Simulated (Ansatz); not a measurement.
# Calculations on ZnS and related structures

### Relaxation

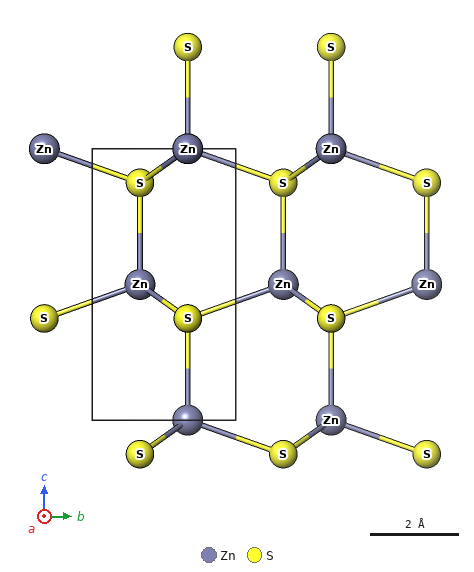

A crystal of ZnS (set up in P6_3mc), before the relaxation. A ball-and-stick model of the cell of the calculation, repeated 1 × 2 × 1 with one cell outlined, seen along the a axis.

Theory: Ansatz 0.2.0, DFT PBE, scalar-relativistic, plane waves, PAW.

Input
```yaml
crystal:
  lattice:
    - [3.8057964671, 0.0, 0.0]
    - [-1.9028982335, 3.2959164221, 0.0]
    - [0.0, 0.0, 6.23798163]
  atoms:
    - { symbol: Zn, position: [0.33333333, 0.66666667, 0.00013968] }
    - { symbol: Zn, position: [0.66666667, 0.33333333, 0.50013968] }
    - { symbol: S, position: [0.33333333, 0.66666667, 0.37486032] }
    - { symbol: S, position: [0.66666667, 0.33333333, 0.87486032] }
basis:
  ecutwfc: 420
kpoints:
  mp_grid: { grid: [12, 12, 6] }
hamiltonian:
  xc: pbe
scf:
  occupations: { method: gaussian, width: 0.02 }
output:
  forces: true
  stress: true
  eigenvalues: true
  write_density: true
  write_potential: true
  elf: true
  volumetric_format: npy
relax:
  adjacent_minimum: "off"
  f_tol: 0.005
  max_steps: 80
  cell: { stress_tol: 0.05 }
```

Launched with:
```bash
ansatz run input.yaml --threads 4 --pin off --max-ram 10240MiB --backend cpu --events-out ev --progress --plain --runs-dir out
```

What does the optimiser find from here?

The energy falls by 4.4 meV per atom in 2 accepted moves (3 points after the start). Largest force component: 0.011 eV/Å at the start, 0.00097 eV/Å at the end. The pressure goes from 2.33 to 0.05 GPa. At 1 point the geometry stayed and the basis and grid were re-selected for the new cell (energy shift of 0.3 meV per atom at most each time). No atom moves by more than 0.005 Å relative to the cell. The drawn cell changes as follows: a = b 3.806 → 3.844 Å (+1.0 %), c 6.238 → 6.305 Å (+1.1 %); the volume changes by +3.1 %. Some distances before and after: Zn1–S4 2.332 → 2.356 Å, Zn1–S3 2.338 → 2.361 Å. The space group stays P6_3mc (No. 186).

The end point in the same view:

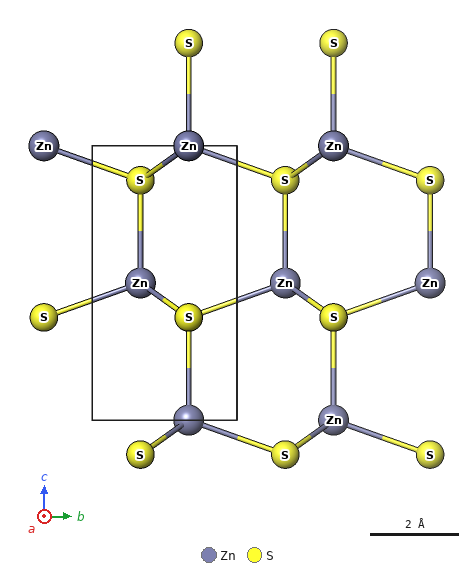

### Relaxation

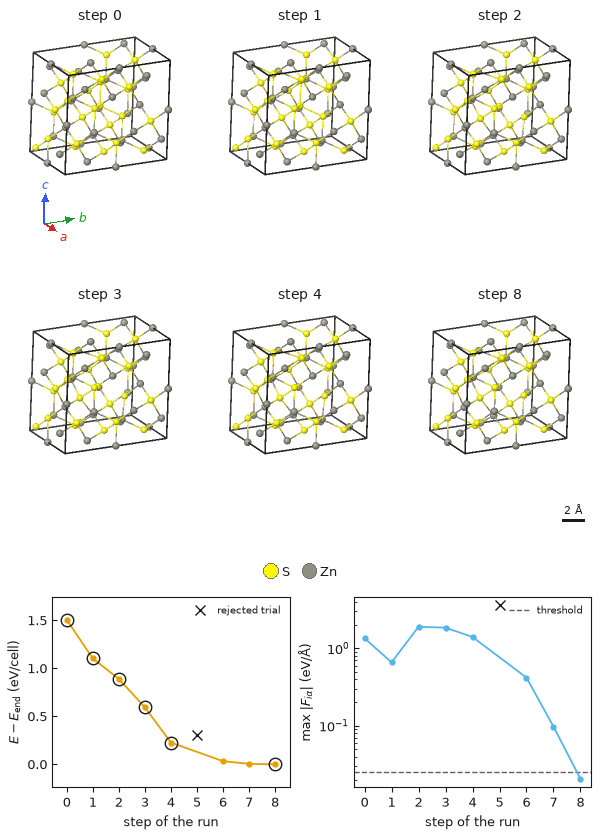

Frames of a relaxation of a defect cell of composition Zn23S25, marked on the history of the run. The picture is a ball-and-stick view of the cell of the calculation (origin shifted), seen slightly off an axis.

Case: S on a Zn site (b), charge +0, atoms relaxed at the host's cell.

All numbers below come from DFT PBE, scalar-relativistic, plane waves, PAW in Ansatz. Settings: plane-wave cutoff 420 eV; k-point mesh 2 × 2 × 2; occupations gaussian; smearing width 0.01 eV; mesh shifted by (0.5, 0.5, 0.5); no spin polarisation; atoms relaxed in a fixed cell; force threshold 0.025 eV/Å; at most 45 steps.

**What happens along the run?**

The largest move is that of an S atom, 0.67 Å along [−1 −1 −1]. By element the largest moves are S 0.67 Å, Zn 0.18 Å. The cell stays as it was. Some distances before and after: S–S 2.356 → 2.815 Å, S–S 2.361 → 2.045 Å, S–Zn 2.356 → 2.437 Å, S–Zn 2.356 → 2.303 Å. Among the angles between lasting bonds that change: S–Zn–S 109.6° → 98.4°, S–S–Zn 109.6° → 102.3°, Zn–S–Zn 109.3° → 115.6°. The energy falls by 1.506 eV per cell of the calculation in 7 accepted moves (8 points after the start). The largest force component goes from 1.4 to 0.021 eV/Å. The line search rejected the trial step at point 5 of the run. From step 0 to 1: S atoms move most (0.10 Å), energy −0.402 eV per cell of the calculation. From step 1 to 2: an S atom moves most (0.19 Å), energy −0.213 eV per cell of the calculation. From step 2 to 3: an S atom moves most (0.19 Å), energy −0.296 eV per cell of the calculation. From step 3 to 4: an S atom moves most (0.19 Å), energy −0.367 eV per cell of the calculation. From step 4 to 8: an S atom moves most (0.17 Å), energy −0.227 eV per cell of the calculation.

| step | E − E(0), meV/atom | largest force component, eV/Å | note |
| --- | --- | --- | --- |
| 0 | 0.00 | 1.3505 |  |
| 1 | -8.38 | 0.6600 |  |
| 2 | -12.82 | 1.9056 |  |
| 3 | -18.99 | 1.8526 |  |
| 4 | -26.64 | 1.4043 |  |
| 5 | -24.90 | 3.5925 | rejected |
| 6 | -30.68 | 0.4188 |  |
| 7 | -31.26 | 0.0974 |  |
| 8 | -31.37 | 0.0206 |  |

### Defect

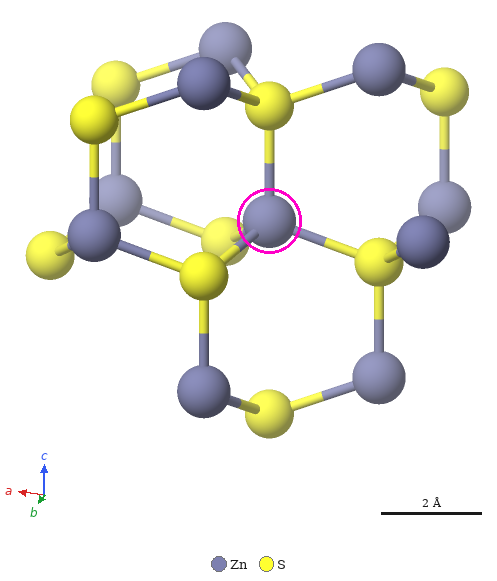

Perfect ZnS. The picture is a ball-and-stick view of the atoms within 5.4 Å of one point, in a slice 5.0 Å thick across the line of sight, seen from a free direction.

All numbers below come from Ansatz, DFT PBE, scalar-relativistic, plane waves, PAW. Set-up: plane-wave cutoff 420 eV; k-point mesh 2 × 2 × 2; occupations gaussian; smearing width 0.01 eV; mesh shifted by (0.5, 0.5, 0.5); no spin polarisation. The cell is small and the k-mesh coarse, so the numbers are rough. The axes drawn are those of the host's conventional cell.

A zinc atom is replaced by sulfur at the ringed place, in charge state 0. The supercell has 48 sites, and the atoms are relaxed at the host's cell.

**How do the neighbours respond?**

In the host the Zn atom has 4 S at 2.36 Å; the S atom ends with 1 S at 2.05 Å. Of the host's atoms, a sulfur atom moves furthest from its site, by 0.37 Å. The S atom itself moves 0.68 Å from where it was put. Relaxing the atoms from the host's sites lowers the energy by 1.51 eV. At a tolerance of 0.02 Å the relaxed supercell has space group R3.

The relaxed defect, seen from the same direction:

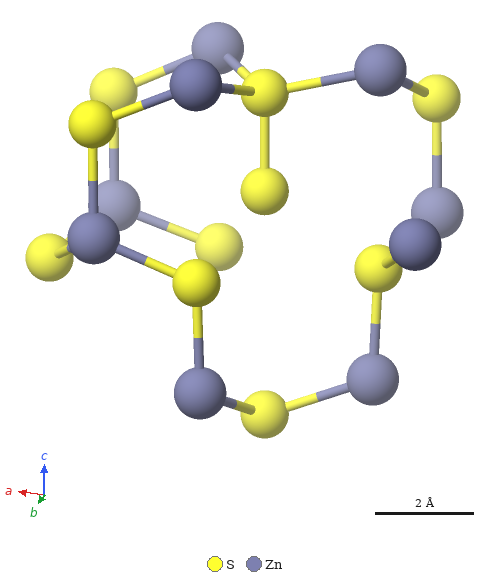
